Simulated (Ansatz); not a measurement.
# How many bands does the GW gap of Be3N2 (P6_3/mmc) need?

Aim: see how the G0W0 gap of Be3N2 (P6_3/mmc) on LDA moves with empty bands and screening cutoff, and what each rung costs.

Program: Ansatz 0.2.0. Level of theory: G0W0 on LDA, plane waves, PAW; PAW set soft_1. Results are calculated unless marked as measured.

## Step 1: Set-up

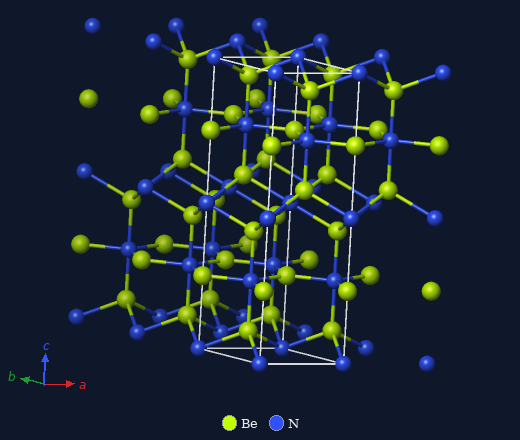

The starting structure, seen slightly off an axis (beryllium green, nitrogen blue). 2×3×1 cells are drawn. Bonds to atoms that aren't drawn are left out. Some periodic images of atoms are drawn too.

As a file:

```
Be N
1.0
     2.84168    0.00000    0.00000
    -1.42084    2.46097    0.00000
     0.00000    0.00000    9.74684
Be N
6 4
Direct
  0.33333 0.66667 0.07849
  0.66667 0.33333 0.57849
  0.66667 0.33333 0.92151
  0.33333 0.66667 0.42151
  0.00000 0.00000 0.25000
  0.00000 0.00000 0.75000
  0.00000 0.00000 0.00000
  0.00000 0.00000 0.50000
  0.33333 0.66667 0.25000
  0.66667 0.33333 0.75000
```

The cell and positions are those that the Materials Project relaxed with its own functionals (PBE, PBE+U or r2SCAN), kept fixed.

## Step 2: 61 empty bands, screening to 54 eV

G0W0 replaces the xc potential by the self-energy, built once from these orbitals. Only a window of levels is corrected, while the sums run over the empty bands that the input names. This step takes PAW set soft_1 files.

File input.yaml:

```yaml
crystal:
  lattice:
    - [2.8416792263, 0.0, 0.0]
    - [-1.4208396132, 2.4609663994, 0.0]
    - [0.0, 0.0, 9.74684101]
  atoms:
    - { symbol: Be, position: [0.33333333, 0.66666667, 0.07848597] }
    - { symbol: Be, position: [0.66666667, 0.33333333, 0.57848597] }
    - { symbol: Be, position: [0.66666667, 0.33333333, 0.92151403] }
    - { symbol: Be, position: [0.33333333, 0.66666667, 0.42151403] }
    - { symbol: Be, position: [0.0, 0.0, 0.25] }
    - { symbol: Be, position: [0.0, 0.0, 0.75] }
    - { symbol: "N", position: [0.0, 0.0, 0.0] }
    - { symbol: "N", position: [0.0, 0.0, 0.5] }
    - { symbol: "N", position: [0.33333333, 0.66666667, 0.25] }
    - { symbol: "N", position: [0.66666667, 0.33333333, 0.75] }
kpoints:
  mp_grid: { grid: [6, 6, 2] }
hamiltonian:
  xc: lda
  pseudopotentials: { kind: paw, azcp: { folder: soft_1 }, xc_functional: pbe }
scf:
  occupations: { method: fixed }
gw:
  n_empty_bands: 61
  ecut_chi: 54
  qp_bands: [v3, c3]
  qp_kpoints: band_edges
  screening: { model: contour_deformation }
```

On the command line:

```sh
ansatz run input.yaml --threads 3 --pin off --max-ram 92160MiB --backend cuda --events-out ev --progress --plain --runs-dir out --devices 1 --max-vram 13GiB
```

Numbers of over 12 decimals in the logs are rounded to 6 here.

The program printed:

```text
GPUs: using 1 of 1 available (devices: 1).
Engine: ansatz 0.2.0, x86_64-unknown-linux-gnu
Pseudopotentials: kind: paw
Pseudopotential: Be, paw, valence charge 2, recommended cutoff 420 eV (normal), soft_1/Be.paw.azcp
Pseudopotential: N, paw, valence charge 5, recommended cutoff 420 eV (normal), soft_1/N.paw.azcp
Functional definition: SPW92
  exchange = slater_x
  correlation = pw_c
device memory: the entry about to start is reckoned to put 0.7 GiB on a device that reports 52.6 GiB free (of which the cap on the GPU budget leaves the run 13.0 GiB)
GPU FFT provider: cuFFT
GPU libraries: cuBLAS 13.8.2, cuFFT 12.4.0, cuSOLVER 12.3.4
Crystal: 10 atoms, lattice volume = 68.162 Å³
Basis set: ecut = 420 eV, 1329 PW (Γ)
Bands: 26, of which v1, the nominal top of the filled ones, is band 16 counted from 1 (15 counted from 0)
Symmetry: 24 space group operations
Space group: P63/mmc (ITA 194), of the structure as read, at distance tolerance 4.1e-5 Å
k-points: 14 of 72
Non-local potential: Be, projectors of the file, l = 0: 2, l = 1: 2, l = 2: 1
Non-local potential: N, projectors of the file, l = 0: 2, l = 1: 2, l = 2: 1
PAW form: soft (Blöchl's): semilocal exchange-correlation on the pseudo side does not see the compensation charge
PAW frozen core: Be, regenerated for the run's functional, and the local potential with it (the file was generated under x = pbe(κ = 0.804, μ = 0.219515), c = pbe(β = 0.066725))
PAW frozen core: N, regenerated for the run's functional, and the local potential with it (the file was generated under x = pbe(κ = 0.804, μ = 0.219515), c = pbe(β = 0.066725))
PAW one-centre angular grid: Be, 110 points (default); XC on 64 Gauss nodes
PAW one-centre angular grid: N, 110 points (default); XC on 64 Gauss nodes
Initial density: superposition of atomic densities (chi_scale 0.1, normalization cell, long waves kept (reshape's long-wave potential 0.01 eV rms))
Initial wavefunctions: pseudopotential atomic-orbital guess
GPU buffer pool allocated for 28800 grid points (all kernels)
GPU transforms: local potential and band sums: pruned to the plane-wave sphere, on 20×20×72
Functional: x = slater, c = lda
SCF iter   1: F=—  HF=-2040.461576 eV  |F-HF|=—  |Δ(HF+E_count)|=         —  Δρ=1.22e-1  dr2=1.15e1  ethr=3.10e-3  ⟨swp⟩=4.0  Hψ=1538  notcnv=0  defer=100
preconditioner: auto → none  [insulator: Δε(μ)=4.831 eV  Ē_g=15.801 eV  n_scr=6 (ndim 8)  ℏωp=25.4 eV  f_vac=0.000  ε∞_Penn≈3.6]
SCF iter   2: F=—  HF=-2037.199617 eV  |F-HF|=—  |Δ(HF+E_count)|=    3.26e0  Δρ=6.33e-2  dr2=1.62e0  ethr=3.10e-3  ⟨swp⟩=3.0  Hψ=877  notcnv=0  defer=100
SCF iter   3: F=—  HF=-2036.763917 eV  |F-HF|=—  |Δ(HF+E_count)|=   4.36e-1  Δρ=2.01e-2  dr2=1.65e-1  ethr=3.10e-3  ⟨swp⟩=2.1  Hψ=681  notcnv=0  defer=105
SCF iter   4: F=—  HF=-2036.750368 eV  |F-HF|=—  |Δ(HF+E_count)|=   1.35e-2  Δρ=9.08e-3  dr2=6.55e-2  ethr=5.16e-4  ⟨swp⟩=2.6  Hψ=544  notcnv=0  defer=111
SCF iter   5: F=—  HF=-2036.732448 eV  |F-HF|=—  |Δ(HF+E_count)|=   1.79e-2  Δρ=9.43e-4  dr2=5.40e-4  ethr=2.05e-4  ⟨swp⟩=2.8  Hψ=664  notcnv=0  defer=111
SCF iter   6: F=—  HF=-2036.732294 eV  |F-HF|=—  |Δ(HF+E_count)|=   1.53e-4  Δρ=3.46e-4  dr2=7.85e-5  ethr=1.69e-6  ⟨swp⟩=2.0  Hψ=554  notcnv=0  defer=111
SCF iter   7: F=—  HF=-2036.732272 eV  |F-HF|=—  |Δ(HF+E_count)|=   2.28e-5  Δρ=1.12e-4  dr2=6.67e-6  ethr=2.45e-7  ⟨swp⟩=2.9  Hψ=537  notcnv=0  defer=35
SCF iter   8: F=—  HF=-2036.732270 eV  |F-HF|=—  |Δ(HF+E_count)|=   1.93e-6  Δρ=1.55e-5  dr2=1.15e-7  ethr=2.09e-8  ⟨swp⟩=2.8  Hψ=532  notcnv=0  defer=36
SCF iter   9: F=-2036.732270 eV  HF=-2036.732270 eV  |F-HF|=8.34e-11  |Δ(HF+E_count)|=   3.82e-8  Δρ=5.41e-7  dr2=1.44e-10  ethr=3.13e-10  ⟨swp⟩=8.3  Hψ=1515  notcnv=0
SCF 1 converged in 9 iterations: F = -2036.732270 eV  dr2 = 1.44e-10
  greatest PAW one-centre occupation: 0.782 electrons in one spin orbital (limit 2), on the N atom at site 8 (counted from 0), in its partial waves of l = 0
device memory: the entry about to start is reckoned to put 0.8 GiB on a device that reports 52.5 GiB free (of which the cap on the GPU budget leaves the run 13.0 GiB)
NSCF: frozen V_eff on 14 k-points, pencils in batches of 32, up to order 104
the band table was solved once the SCF had ended and its energy, with any forces and stress, was formed, with the checks that follow a solve (1559 applications of the Hamiltonian). They found nothing against the state; the energy, forces and stress were not computed again (output.eigenvalues in the input reference)
device memory: the entry about to start is reckoned to put 1.9 GiB on a device that reports 52.6 GiB free (of which the cap on the GPU budget leaves the run 13.0 GiB)
NSCF: frozen V_eff on 14 k-points
G₀W₀ screening: q 1/14
[... further progress lines ...]
SCF converged after 9 iterations
Free energy (F): -2036.732270 eV
Harris-Foulkes:  -2036.732270 eV  (|F-HF|=8.34e-11)
Internal energy: -2036.732270 eV  (E = F + TS)
E sigma→0 (E₀):  -2036.732270 eV
Fermi energy:    7.678545 eV
--- Per-component energies (eV) ---
  E_band       = 50.110358
  E_kinetic    = 656.508443
  E_local      = -765.636910  (includes V_loc(G=0)·N_el)
  E_nonlocal   = 168.639924
  E_hartree    = 258.624533
  E_xc         = -361.052947
  E_vxc        = -430.192010  (∫ρ·V_xc dr)
  E_paw        = -804.293325  (= ΣΔE_a)
  E_vpaw       = -96.461586  (= ΣTr[D̂ρ^β])
  E_aug_tail   = 0.003385  (compensation charges beyond the density's cutoff)
  E_ewald      = -1190.027271
  E_core_change = 0.501899  (= ΣΔE_core)
  E_smearing   = -0.000000  (= −TS)
  E_closure    = 0.000000  (closes the sum)
  Σ components = -2036.732270   (vs F -2036.732270, Δ=0.00e0)
--- Band table (eV; the first three rows and the last of 14) ---
  k-point 0: bands = [... 12 lower, 7.1846, 7.2861, 7.6785, 7.6785, 13.8971, 14.8229, 15.3851, 15.9181, ... 6 higher]
  k-point 1: bands = [... 12 lower, 7.4856, 7.4856, 7.4856, 7.4856, 14.5199, 14.5199, 15.7075, 15.7075, ... 6 higher]
  k-point 2: bands = [... 12 lower, 6.5929, 6.6739, 7.0892, 7.3122, 14.6381, 14.7107, 15.3460, 15.6634, ... 6 higher]
  k-point 13: bands = [... 12 lower, 4.6712, 4.6712, 6.0346, 6.0346, 13.6109, 13.6109, 14.2840, 14.2840, ... 6 higher]
--- G₀W₀: contour deformation, 5 samples at zero and on the imaginary axis and 2 off it, 72 q-points, 61 empty bands' worth ---
  eigenvalues of the whole cell's RPA ε∞ on this k-mesh (on a slab, of 1 + 4πα/V) = 4.4583, 4.4583, 5.4192; static W/v taken at q = 0 is 0.212441
  bands read: the sum over 77 bands ends inside a degenerate multiplet in 8 slots, whose members it reads at an even weight; the widest, k=0: bands 77 to 78 (counted from 1) at 1/2 each
  gw.qp_kpoints: band_edges: 11 of 14 stored k-points solved, in 1 pass; an edge of the gap read off the rows below is read off those points alone
    valence top: of the k-points left out ik 9 came nearest to being solved in a further pass, in band 15 (counted from 1, as in the quasiparticle table): it holds the edge there only if its correction is more favourable than any solved in that band by at least 0.919 eV; those differ by 0.459 eV
    conduction bottom: of the k-points left out ik 11 came nearest to being solved in a further pass, in band 17 (counted from 1, as in the quasiparticle table): it holds the edge there only if its correction is more favourable than any solved in that band by at least 2.235 eV; those differ by 0.346 eV
    ik  band        ε_KS         Σx   Σc(E_QP)       V_xc       Z   E_QP_lin       E_QP  E_QP is
     0    14      7.2861   -21.6202     3.5804   -18.0892  0.8036     7.3354     7.3355  root
     0    15      7.6785   -22.2201     3.7543   -18.4987  0.8060     7.7114     7.7114  root
     0    16      7.6785   -22.2201     3.7543   -18.4987  0.8060     7.7114     7.7114  root
     0    17     13.8971    -9.5713    -4.4350   -15.2706  0.8219    15.1740    15.1614  root
     0    18     14.8229    -9.2046    -4.7356   -15.4584  0.8163    16.3614    16.3412  root
     0    19     15.3851    -7.7954    -4.5504   -13.9551  0.8269    17.0151    16.9944  root
     1    14      7.4856   -22.0808     3.7861   -18.2846  0.8053     7.4756     7.4756  root
     1    15      7.4856   -22.0808     3.7861   -18.2846  0.8053     7.4756     7.4756  root
     1    16      7.4856   -22.0808     3.7861   -18.2846  0.8053     7.4756     7.4756  root
     1    17     14.5199    -9.7380    -4.6186   -15.8082  0.8155    15.9897    15.9715  root
     1    18     14.5199    -9.7380    -4.6186   -15.8082  0.8155    15.9897    15.9715  root
     1    19     15.7075    -8.2359    -4.5080   -14.4017  0.8228    17.3887    17.3651  root
     2    14      6.6739   -21.7578     4.0185   -17.5237  0.8014     6.4579     6.4583  root
     2    15      7.0892   -21.5054     3.6000   -17.9284  0.8031     7.1122     7.1122  root
     2    16      7.3122   -22.0476     3.8026   -18.2308  0.8046     7.2980     7.2980  root
     2    17     14.6381    -9.2322    -4.4785   -15.1693  0.8185    16.1147    16.0966  root
     2    18     14.7107    -8.0777    -4.6102   -14.3035  0.8193    16.3493    16.3263  root
     2    19     15.3460    -7.0944    -4.4550   -13.1550  0.8268    16.9730    16.9516  root
     3    14      6.7486   -21.5576     3.8093   -17.6058  0.8014     6.6059     6.6061  root
     3    15      7.0605   -21.8724     3.8455   -17.9568  0.8035     6.9904     6.9904  root
     3    16      7.0605   -21.8724     3.8455   -17.9568  0.8035     6.9904     6.9904  root
     3    17     14.6000    -8.5224    -4.5191   -14.5838  0.8198    16.1625    16.1422  root
     3    18     14.6000    -8.5224    -4.5191   -14.5838  0.8198    16.1625    16.1422  root
     3    19     15.5711    -7.1668    -4.4983   -13.3704  0.8247    17.3017    17.2764  root
[...]
12    18     13.8526    -6.3737    -4.1415   -11.9341  0.8324    15.2864    15.2714  root
    12    19     13.8526    -6.3737    -4.1415   -11.9341  0.8324    15.2864    15.2714  root
    13    14      4.6712   -21.1274     4.0511   -16.6792  0.7945     4.2726     4.2741  root
    13    15      6.0346   -20.8721     3.7598   -16.8637  0.7973     5.7854     5.7860  root
    13    16      6.0346   -20.8721     3.7598   -16.8637  0.7973     5.7854     5.7860  root
    13    17     13.6109    -6.3193    -4.1283   -11.8127  0.8341    14.9894    14.9760  root
    13    18     13.6109    -6.3193    -4.1283   -11.8127  0.8341    14.9894    14.9760  root
    13    19     14.2840    -7.3189    -4.3621   -13.3583  0.8238    15.9851    15.9613  root
```

Wall time 7.1 s (1 × NVIDIA H100 80GB HBM3 (shared by 6 runs) with 3 threads of AMD EPYC 7R13 (Zen 3), shared host); peak memory 1 GiB; 8.4 s of CPU time.

Numbers from this step:

```
bands summed                                 : 77
RPA ε∞ on this mesh (eigenvalues)            : 4.458, 4.458, 5.419
plane waves in the screening matrix          : 65
q-points in the mesh                         : 72
G0W0 gap on the mesh                         : 4.424 eV
k of the valence top                         : 0, 0, 0
k of the conduction bottom                   : 0, -0.5, 0
starting gap on the mesh                     : 3.261 eV
Z at the valence top                         : 0.8060
Z at the conduction bottom                   : 0.8403
least direct G0W0 gap on the computed points : 6.026 eV
```

The gap on the mesh goes from 3.26 eV to 4.42 eV, a correction of +1.16 eV. Between the two edge states, bare exchange in place of the xc potential would open the gap by 8.69 eV, and correlation takes back 7.53 eV.

## Step 3: 173 empty bands, screening to 108 eV

Bands and screening cutoff are moved together, since each hides the error of the other.

input.yaml: that of step 2 with these lines changed.

```diff
@@ -24,4 +24,4 @@
 gw:
-  n_empty_bands: 61
-  ecut_chi: 54
+  n_empty_bands: 173
+  ecut_chi: 108
   qp_bands: [v3, c3]
```

The program printed:

```text
GPUs: using 1 of 1 available (devices: 1).
[...]
GPU FFT provider: cuFFT
GPU libraries: cuBLAS 13.8.2, cuFFT 12.4.0, cuSOLVER 12.3.4
Crystal: 10 atoms, lattice volume = 68.162 Å³
Basis set: ecut = 420 eV, 1329 PW (Γ)
Bands: 26, of which v1, the nominal top of the filled ones, is band 16 counted from 1 (15 counted from 0)
Symmetry: 24 space group operations
[...]
k-points: 14 of 72
[...]
GPU buffer pool allocated for 28800 grid points (all kernels)
[...]
SCF iter   1: F=—  HF=-2040.461576 eV  |F-HF|=—  |Δ(HF+E_count)|=         —  Δρ=1.22e-1  dr2=1.15e1  ethr=3.10e-3  ⟨swp⟩=4.0  Hψ=1538  notcnv=0  defer=100
[...]
SCF iter   9: F=-2036.732270 eV  HF=-2036.732270 eV  |F-HF|=8.34e-11  |Δ(HF+E_count)|=   3.82e-8  Δρ=5.41e-7  dr2=1.44e-10  ethr=3.13e-10  ⟨swp⟩=8.3  Hψ=1515  notcnv=0
SCF 1 converged in 9 iterations: F = -2036.732270 eV  dr2 = 1.44e-10
[...]
NSCF: frozen V_eff on 14 k-points, pencils in batches of 32, up to order 104
[...]
NSCF: frozen V_eff on 14 k-points
G₀W₀ screening: q 1/14
[... further progress lines ...]
SCF converged after 9 iterations
Free energy (F): -2036.732270 eV
[...]
Internal energy: -2036.732270 eV  (E = F + TS)
E sigma→0 (E₀):  -2036.732270 eV
Fermi energy:    7.678545 eV
[...]
--- Band table (eV; the first three rows and the last of 14) ---
  k-point 0: bands = [... 12 lower, 7.1846, 7.2861, 7.6785, 7.6785, 13.8971, 14.8229, 15.3851, 15.9181, ... 6 higher]
  k-point 1: bands = [... 12 lower, 7.4856, 7.4856, 7.4856, 7.4856, 14.5199, 14.5199, 15.7075, 15.7075, ... 6 higher]
  k-point 2: bands = [... 12 lower, 6.5929, 6.6739, 7.0892, 7.3122, 14.6381, 14.7107, 15.3460, 15.6634, ... 6 higher]
  k-point 13: bands = [... 12 lower, 4.6712, 4.6712, 6.0346, 6.0346, 13.6109, 13.6109, 14.2840, 14.2840, ... 6 higher]
[...]
0    14      7.2861   -21.6202     3.0578   -18.0892  0.7957     6.8113     6.8128  root
     0    15      7.6785   -22.2201     3.2123   -18.4987  0.7985     7.1676     7.1695  root
     0    16      7.6785   -22.2201     3.2123   -18.4987  0.7985     7.1676     7.1695  root
     0    17     13.8971    -9.5713    -4.6835   -15.2706  0.8146    14.9206    14.9130  root
     0    18     14.8229    -9.2046    -5.0666   -15.4584  0.8087    16.0220    16.0102  root
     0    19     15.3851    -7.7954    -4.9385   -13.9551  0.8206    16.6177    16.6063  root
     1    14      7.4856   -22.0808     3.2559   -18.2846  0.7980     6.9432     6.9453  root
     1    15      7.4856   -22.0808     3.2559   -18.2846  0.7980     6.9432     6.9453  root
[...]
13    16      6.0346   -20.8721     3.3170   -16.8637  0.7911     5.3391     5.3431  root
    13    17     13.6109    -6.3193    -4.4909   -11.8127  0.8308    14.6203    14.6134  root
    13    18     13.6109    -6.3193    -4.4909   -11.8127  0.8308    14.6203    14.6134  root
    13    19     14.2840    -7.3189    -4.7733   -13.3583  0.8186    15.5627    15.5501  root
```

It took 7.7 s on 1 × NVIDIA H100 80GB HBM3 (shared by 6 runs) with 3 threads; peak memory 1.1 GiB.

This step gave:

| Property | Result |
| --- | --- |
| bands summed | 189 |
| RPA ε∞ on this mesh (eigenvalues) | 4.356, 4.356, 5.304 |
| plane waves in the screening matrix | 191 |
| q-points in the mesh | 72 |
| G0W0 gap on the mesh | 4.677 eV |
| k of the valence top | 0, 0, 0 |
| k of the conduction bottom | 0, -0.5, 0 |
| starting gap on the mesh | 3.261 eV |
| Z at the valence top | 0.7985 |
| Z at the conduction bottom | 0.8364 |
| least direct G0W0 gap on the computed points | 6.206 eV |

Against the run with 6×6×2 mesh, 61 empty bands, screening to 54 eV, PAW set soft_1 files, the gap moves by +0.25 eV.

## Step 4: 373 empty bands, screening to 180 eV

input.yaml: that of step 3 with these lines changed.

```diff
@@ -24,4 +24,4 @@
 gw:
-  n_empty_bands: 173
-  ecut_chi: 108
+  n_empty_bands: 373
+  ecut_chi: 180.0
   qp_bands: [v3, c3]
```

The program printed:

```text
GPUs: using 1 of 1 available (devices: 1).
[...]
GPU FFT provider: cuFFT
GPU libraries: cuBLAS 13.8.2, cuFFT 12.4.0, cuSOLVER 12.3.4
Crystal: 10 atoms, lattice volume = 68.162 Å³
Basis set: ecut = 420 eV, 1329 PW (Γ)
Bands: 26, of which v1, the nominal top of the filled ones, is band 16 counted from 1 (15 counted from 0)
Symmetry: 24 space group operations
[...]
k-points: 14 of 72
[...]
1    15      7.4856   -22.0808     2.9389   -18.2846  0.7948     6.6229     6.6283  root
[...]
13    16      6.0346   -20.8721     3.0610   -16.8637  0.7881     5.0793     5.0872  root
    13    17     13.6109    -6.3193    -4.6256   -11.8127  0.8300    14.4838    14.4787  root
    13    18     13.6109    -6.3193    -4.6256   -11.8127  0.8300    14.4838    14.4787  root
    13    19     14.2840    -7.3189    -4.9388   -13.3583  0.8173    15.3942    15.3846  root
[key lines of the parts left out:]
SCF converged after 9 iterations
Free energy (F): -2036.732270 eV
Fermi energy:    7.678545 eV
```

Wall time 24 s (1 × NVIDIA H100 80GB HBM3 (shared by 6 runs) with 3 threads); peak memory 1.5 GiB.

Numbers from this step:

```
bands summed                                 : 389
RPA ε∞ on this mesh (eigenvalues)            : 4.349, 4.349, 5.293
plane waves in the screening matrix          : 363
G0W0 gap on the mesh                         : 4.879 eV
k of the valence top                         : 0, 0, 0
k of the conduction bottom                   : 0, -0.5, 0
starting gap on the mesh                     : 3.261 eV
least direct G0W0 gap on the computed points : 6.352 eV
```

Against the run with 6×6×2 mesh, 173 empty bands, screening to 108 eV, PAW set soft_1 files, the gap moves by +0.20 eV.

[end of part 1 of 2]

[Paths, hosts, dates, memory and timing lines, banners, echoed tables and standing remarks are left out of the program output.]

[Logs are printed without paths, hosts, clocks, repeated set-up lines and the standing remarks that a program may print on its own settings, such as how far it seeks lower states.]

[Runs of the session that timed out or met a known fault of the program may be left out.]

[Cells called generated may have been cut or substituted from an entry of the Crystallography Open Database or the Materials Project.]

[Hosts, paths, dates, database ids (printed as entryN), source tags and the programs' standing remarks are cut or masked in the printed files.]
